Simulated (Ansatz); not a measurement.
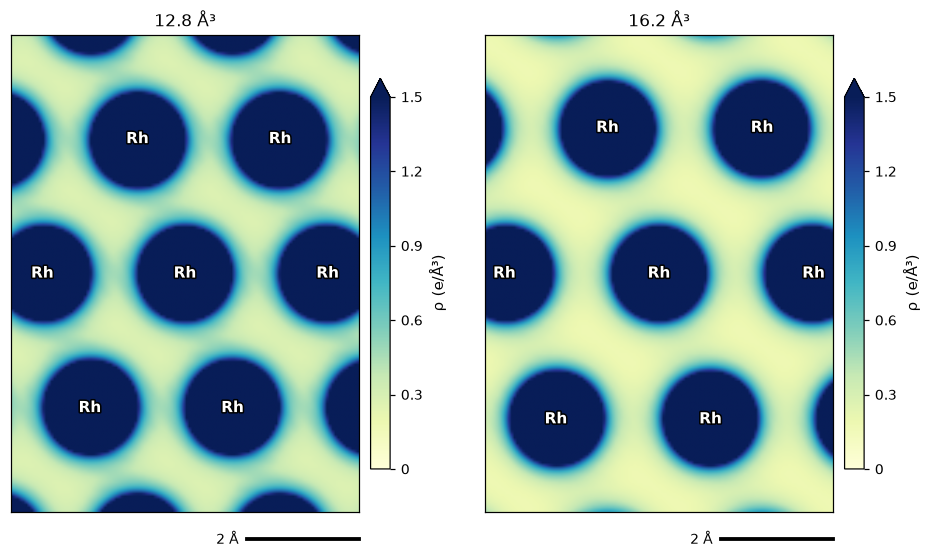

Rh. The valence charge density (pseudo) of cells scaled evenly to different volumes (given per atom above each panel), on the (100) plane of each (indices in the axes of the cell below), at one length scale and on one colour scale.

A generated structure, not necessarily the stable one; spin-polarised.

These are results of DFT, PBE, plane waves (420 eV) with PAW, scalar-relativistic in Ansatz, not measurements.

In a PAW calculation such maps are meaningful between the atoms, not at the nuclei.

The largest cell:

```
CELL_PARAMETERS angstrom
-1.59553 1.59553 1.59553
1.59553 -1.59553 1.59553
1.59553 1.59553 -1.59553
ATOMIC_POSITIONS crystal
Rh 0.00000 0.00000 0.00000
```

| volume (Å³/atom) | Rh–Rh contact in the plane (Å) | ρ at its midpoint (e/Å³) | largest moment (μB) | 
| --- | --- | --- | --- |
| 12.77 | 2.550 | 0.472 | 0.31 | 
| 14.51 | 2.661 | ? | ? | 
| 16.25 | 2.764 | 0.302 | 0.67 | 

Question: Estimate the missing row, and compare with the calculation.

Answer: Over the known rows ln ρ falls by 2.09 per Å of Rh–Rh distance (the line through the two), which gives 0.374 e/Å³ at 2.661 Å; the calculation gives 0.366 e/Å³. For the largest moment, a straight line in volume between the neighbouring rows gives 0.49 μB; the calculation gives 0.47.
